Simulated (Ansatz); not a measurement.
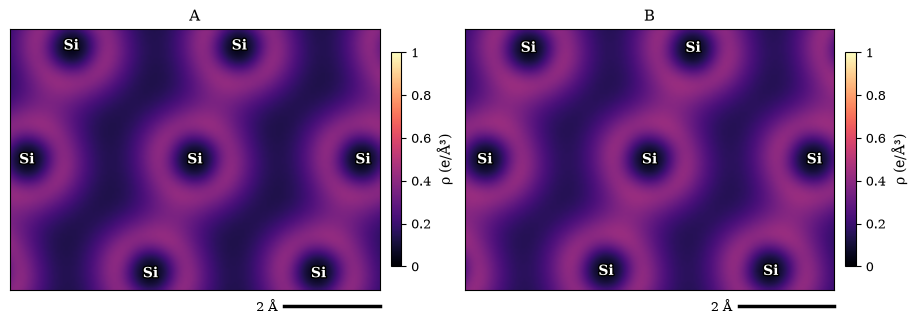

Si. The valence electron density of two cells that differ in size, on the (001) plane of each (indices in the axes of the calculation cell), at one length scale and on one colour scale; one has 13.1 and the other 13.9 Å³ an atom.

These are results of Ansatz, DFT, PBE, PAW with Ansatz's default frozen-core files, scalar-relativistic, not measurements.

The larger cell:

```
CELL_PARAMETERS angstrom
-2.26591 2.38419 1.28344
2.26591 -2.38419 1.28344
2.26591 2.38419 -1.28344
ATOMIC_POSITIONS crystal
Si 0.80700 0.55700 0.25000
Si 0.19300 0.44300 0.75000
```

The smaller cell: a = 3.460 Å, b = 3.460 Å, c = 3.460 Å, α = 100.15°, β = 95.05°, γ = 137.37°.

Q: Which panel shows the smaller cell, and what does the compression change?

A: Panel B is the smaller cell, by 6 % in volume. From the larger cell to the smaller, Si–Si goes from 2.57 to 2.52 Å, and the density at its midpoint from 0.36 to 0.39 e/Å³; the pressure goes from 12 to 23 GPa.
